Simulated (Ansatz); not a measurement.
## What a change does: single-point calculation on SnO2

System: SnO2 (3 atoms in the cell).
Method of run A: DFT, PBE, norm-conserving pseudopotentials, Ansatz's default files, scalar-relativistic, no spin polarisation (Ansatz 0.2.0).

Its volume is 0.62 times that of the source entry. Text and figures count atoms from 1; the logs count them from 0 in places.

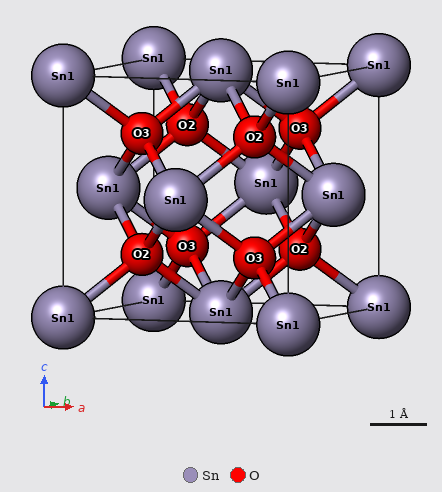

Figure 1. The input geometry (ball-and-stick view of the cell 4 times as large as that of the calculation, set on its symmetry axes, seen at an oblique angle; atoms are numbered from 1 in the order of the input). Near neighbours in the crystal (not all of them lie inside the picture): Sn has 8 O at 1.90 Å; O has 4 Sn at 1.90 Å.

### Input, run A
```yaml
crystal:
  lattice:
    - [0.0, 2.1928028906, 2.1928028906]
    - [2.1928028906, 0.0, 2.1928028906]
    - [2.1928028906, 2.1928028906, 0.0]
  atoms:
    - { symbol: Sn, position: [0.0, 0.0, 0.0] }
    - { symbol: O, position: [0.25, 0.25, 0.25] }
    - { symbol: O, position: [0.75, 0.75, 0.75] }
kpoints:
  mp_grid: { grid: [12, 12, 12] }
scf:
  occupations: { method: fermi_dirac, width: 0.08 }
hamiltonian:
  xc: pbe
  pseudopotentials: { kind: nc }
output:
  forces: true
  stress: true
  eigenvalues: true
```

Launched with:
```bash
ansatz run input.yaml --threads 1 --pin off --max-ram 3072MiB --backend cpu --events-out ev --progress --plain --runs-dir out
```

Hardware: 1 thread of Intel Xeon @ 2.50GHz (Skylake/Cascade Lake), 32 GiB of memory available, shared host.

### Output, shortened to warnings, some set-up lines, iterations and results (run A)
```
Basis set: ecut = 1240 eV, 2085 PW (Γ), exchange–correlation on 72×72×72 points (8 copies of the dense FFT grid, shifted against one another)
Symmetry: 48 space group operations
k-points: 72 of 1728
Initial density: superposition of atomic densities (chi_scale 0.1, normalization cell, long waves kept (reshape's long-wave potential 0.00 eV rms))
[...]
SCF iter   1: F=—  HF=-3130.378593 eV  |F-HF|=—  |Δ(HF+E_count)|=         —  Δρ=1.96e-1  dr2=5.33e0  ethr=3.10e-3  ⟨swp⟩=12.4  Hψ=10882  notcnv=0
SCF iter   2: F=—  HF=-3128.541187 eV  |F-HF|=—  |Δ(HF+E_count)|=    1.84e0  Δρ=5.69e-2  dr2=2.50e-1  ethr=3.10e-3  ⟨swp⟩=5.7  Hψ=4894  notcnv=0
SCF iter   3: F=—  HF=-3128.482247 eV  |F-HF|=—  |Δ(HF+E_count)|=   5.89e-2  Δρ=2.03e-2  dr2=3.67e-2  ethr=9.62e-4  ⟨swp⟩=5.2  Hψ=3963  notcnv=0
SCF iter   4: F=—  HF=-3128.482205 eV  |F-HF|=—  |Δ(HF+E_count)|=   4.22e-5  Δρ=9.00e-3  dr2=7.70e-3  ethr=1.41e-4  ⟨swp⟩=3.1  Hψ=2459  notcnv=0
SCF iter   5: F=—  HF=-3128.481710 eV  |F-HF|=—  |Δ(HF+E_count)|=   4.95e-4  Δρ=2.01e-3  dr2=3.70e-4  ethr=2.96e-5  ⟨swp⟩=4.1  Hψ=3368  notcnv=0
SCF iter   6: F=—  HF=-3128.481711 eV  |F-HF|=—  |Δ(HF+E_count)|=   6.05e-7  Δρ=2.20e-4  dr2=6.73e-6  ethr=1.42e-6  ⟨swp⟩=4.1  Hψ=3469  notcnv=0
SCF iter   7: F=—  HF=-3128.481709 eV  |F-HF|=—  |Δ(HF+E_count)|=   1.56e-6  Δρ=1.52e-5  dr2=3.44e-8  ethr=3.85e-10  ⟨swp⟩=14.1  Hψ=13292  notcnv=0
SCF iter   8: F=-3128.481709 eV  HF=-3128.481709 eV  |F-HF|=2.48e-10  |Δ(HF+E_count)|=   8.34e-9  Δρ=1.65e-6  dr2=3.42e-10  ethr=1.32e-10  ⟨swp⟩=6.6  Hψ=8220  notcnv=0
SCF 1 converged in 8 iterations: F = -3128.481709 eV  dr2 = 3.42e-10
SCF converged after 8 iterations
Free energy (F): -3128.481709 eV
Harris-Foulkes:  -3128.481709 eV  (|F-HF|=2.48e-10)
Internal energy: -3128.481709 eV  (E = F + TS)
E sigma→0 (E₀):  -3128.481709 eV
Fermi energy:    24.403029 eV
--- Per-component energies (eV) ---
  E_band       = 217.633547
  E_kinetic    = 2089.984232
  E_local      = -821.944662  (includes V_loc(G=0)·N_el)
  E_nonlocal   = -1340.161956
  E_hartree    = 468.402224
  E_xc         = -936.377645
  E_vxc        = -647.047783  (∫ρ·V_xc dr)
  E_ewald      = -2588.383902
  E_smearing   = -0.000000  (= −TS)
  E_closure    = 0.000000  (closes the sum)
  Σ components = -3128.481709   (vs F -3128.481709, Δ=0.00e0)
--- Forces (eV/Å), atoms counted from 1 ---
  atom   1  Sn    -0.00000000     0.00000000     0.00000000
  atom   2  O      0.00000000    -0.00000000     0.00000000
  atom   3  O      0.00000000    -0.00000000     0.00000000
  max |Σ_I F_I| component: 2.78e-17 eV/Å
--- Stress (GPa, compression-positive) ---
      274.134793       0.000000       0.000000
        0.000000     274.134793       0.000000
       -0.000000      -0.000000     274.134793
  P = ⅓ Tr σ = 274.1348 GPa (2741.348 kbar)
```

For run B the input was changed thus:
```diff
-  pseudopotentials: { kind: nc }
+  pseudopotentials: { kind: all_electron, datasets: crystal }
```

How does run B compare with run A?

The total energies belong to different models, so their difference says nothing on which is more stable or more accurate. The pressure goes from 274.13 to 272.11 GPa. The number of SCF iterations is the same. The plane waves at Γ go from 2085 to 869. On the same kind of shared host run B took about 1.7 times as long.

### Output, shortened to warnings, some set-up lines, iterations and results (run B)
```
Basis set: ecut = 660 eV, 869 PW (Γ), exchange–correlation on 54×54×54 points (8 copies of the dense FFT grid, shifted against one another)
Symmetry: 48 space group operations
k-points: 72 of 1728
Initial density: superposition of atomic densities (neutral atoms: chi_scale 0, normalization atom)
[...]
SCF iter   1: F=—  HF=-172182.782227 eV  |F-HF|=—  |Δ(HF+E_count)|=         —  Δρ=2.93e-1  dr2=1.33e1  ethr=5.00e-2  ⟨swp⟩=2.0  Hψ=6364  notcnv=0
SCF iter   2: F=—  HF=-172178.411098 eV  |F-HF|=—  |Δ(HF+E_count)|=    4.37e0  Δρ=8.46e-2  dr2=5.13e-1  ethr=1.90e-3  ⟨swp⟩=2.5  Hψ=5685  notcnv=0  defer=4
SCF iter   3: F=—  HF=-172178.280557 eV  |F-HF|=—  |Δ(HF+E_count)|=   1.31e-1  Δρ=2.52e-2  dr2=5.50e-2  ethr=1.90e-3  ⟨swp⟩=3.0  Hψ=3016  notcnv=0  defer=1
SCF iter   4: F=—  HF=-172178.287324 eV  |F-HF|=—  |Δ(HF+E_count)|=   6.77e-3  Δρ=7.23e-3  dr2=5.01e-3  ethr=2.12e-4  ⟨swp⟩=2.1  Hψ=2391  notcnv=0  defer=4
SCF iter   5: F=—  HF=-172178.287221 eV  |F-HF|=—  |Δ(HF+E_count)|=   1.03e-4  Δρ=8.87e-4  dr2=9.46e-5  ethr=1.93e-5  ⟨swp⟩=3.1  Hψ=3095  notcnv=0  defer=3
SCF iter   6: F=—  HF=-172178.287737 eV  |F-HF|=—  |Δ(HF+E_count)|=   5.16e-4  Δρ=3.21e-4  dr2=6.00e-6  ethr=3.64e-7  ⟨swp⟩=3.0  Hψ=3320  notcnv=0  defer=2
SCF iter   7: F=—  HF=-172178.287717 eV  |F-HF|=—  |Δ(HF+E_count)|=   1.98e-5  Δρ=7.01e-5  dr2=3.13e-7  ethr=2.31e-8  ⟨swp⟩=2.8  Hψ=2230  notcnv=0  defer=1
SCF iter   8: F=-172178.287717 eV  HF=-172178.287717 eV  |F-HF|=7.04e-9  |Δ(HF+E_count)|=   5.15e-8  Δρ=9.55e-6  dr2=9.29e-9  ethr=1.20e-9  ⟨swp⟩=3.0  Hψ=3046  notcnv=0
SCF 1 converged in 8 iterations: F = -172178.287715 eV  dr2 = 9.29e-9
  Residual-converged pass: ⟨swp⟩=3.0  Hψ=2935  notcnv=0  max |occ|·‖R‖ = 6.4e-6 eV (tolerance 6.5e-6 eV)  dr2=9.98e-9  dr2_onsite=4.59e-9  max |Δocc| = 5.4e-18
SCF converged after 8 iterations
Free energy (F): -172178.287715 eV
Harris-Foulkes:  -172178.287715 eV  (|F-HF|=7.04e-9)
Internal energy: -172178.287715 eV  (E = F + TS)
E sigma→0 (E₀):  -172178.287715 eV
Past the cutoff: the bands carry plane waves up to 1.75 times it, of which those up to 1.5 times it add -0.000074 eV an atom, each by itself; the spheres take 0.000063 eV an atom off the energy for waves past 1.75 times it
By the cutoff:   a pressure is off by up to 0.007 GPa (1.2 times the spheres' own share and the shells' term, over an atom's volume, and 0.004 GPa: a bound that held against runs at twice the plane waves)
Past the cutoffs: a stress includes 0.0038 GPa for waves and charges beyond them, in addition to the slope of what the spheres take
In the spheres:  the bands' charges fall short by 6.0e-7 e at most (sound up to 1e-3), those of shells solved beside the bands by 1.6e-7 e (sound up to 5e-4)
Fermi energy:    28.058112 eV
--- Per-component energies (eV) ---
  E_band       = 312.357502
  E_kinetic    = 816.153460
  E_local      = -2919.811671  (includes V_loc(G=0)·N_el)
  E_nonlocal   = -118.550434
  E_hartree    = 1706.278750
  E_xc         = -308.364070
  E_vxc        = -361.376901  (∫ρ·V_xc dr)
  E_paw        = -174912.596677  (= ΣΔE_a)
  E_vpaw       = -9084.135970  (= ΣTr[D̂ρ^β])
  E_ewald      = -5008.917223
  E_smearing   = -0.000000  (= −TS)
  E_closure    = 8567.520150  (closes the sum)
  Σ components = -172178.287715   (vs F -172178.287715, Δ=0.00e0)
  The terms above E_closure are by the made datasets' own strengths, without shells solved beside the bands.
--- Forces (eV/Å), atoms counted from 1 ---
  atom   1  Sn     0.00000000    -0.00000000     0.00000000
  atom   2  O      0.00000000     0.00000000    -0.00000000
  atom   3  O      0.00000000     0.00000000    -0.00000000
  max |Σ_I F_I| component: 2.31e-17 eV/Å
--- Stress (GPa, compression-positive) ---
      272.110056       0.000000       0.000000
       -0.000000     272.110056       0.000000
        0.000000      -0.000000     272.110056
  P = ⅓ Tr σ = 272.1101 GPa (2721.101 kbar)
  It holds what live shells' own plane waves past their cutoff add
```

### The two runs side by side

```tsv
quantity	run A	run B
outcome	converged	converged
free energy per atom (eV)	−1042.8272	−57392.7626
gap on the mesh (eV)	4.96	4.96
pressure (GPa)	274.13	272.11
largest force (eV/Å)	0.000	0.000
SCF iterations	8	8
irreducible k-points	72	72
plane waves at Γ	2085	869
wall time (shared host)	9.8 s	17 s
```

For run A: The cell is under a pressure of 274 GPa at this level, so it is not at its equilibrium volume. For run B: The cell is under a pressure of 272 GPa at this level, so it is not at its equilibrium volume.
